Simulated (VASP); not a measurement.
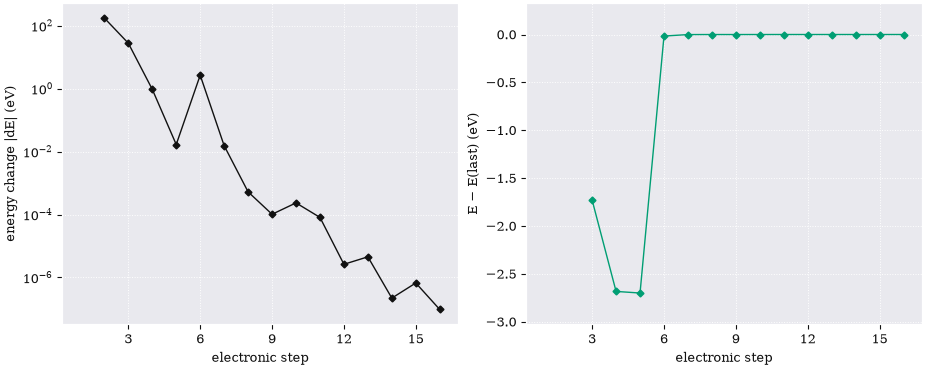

Plot: Electronic steps of a calculation: energy change |dE|, free energy less its last value. The run: Ge (I4_1/amd, 2 atoms in the cell), by DFT, r2SCAN, plane waves, PAW in VASP; cutoff 520 eV, 8×8×8 k-mesh, Fermi–Dirac smearing of 0.02 eV. The first two energies lie far off the scale and aren't drawn.

The run converged; it took 16 steps. The energy change falls unevenly and jumps up by a factor of two or more 3 times on the way down, most sharply at step 6 (by a factor of about 200). The jump at step 6 comes where the charge density, held fixed for the first 5 steps, starts to be updated. The energy change starts near 200 and ends near 10⁻⁷ eV.
